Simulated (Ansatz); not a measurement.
# TiC$_{63}$: single-point calculation (part 3 of 3)

Continued. System: TiC$_{63}$ (defect cell, 64 atoms in the cell). Method: DFT PBE, scalar-relativistic, plane waves, PAW, spin-polarised (Ansatz 0.2.0); cutoff 420 eV, 3×3×3 k-mesh, Gaussian smearing of 0.05 eV, collinear spins. The structure derives from an entry of the Crystallography Open Database.

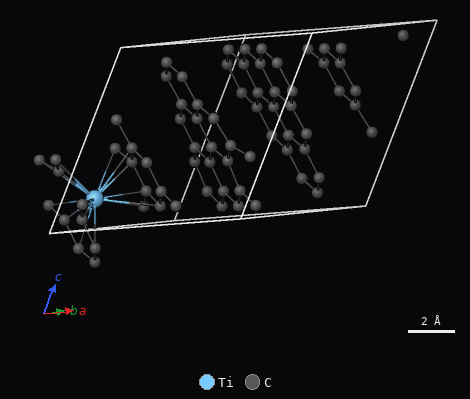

Figure 1. The structure (ball-and-stick view of the cell of the calculation, seen at an oblique angle; bonded neighbours outside the cell are drawn too). An atom can appear more than once, as a periodic image.

**Remarks**

The program warns: some starting moments were not kept.
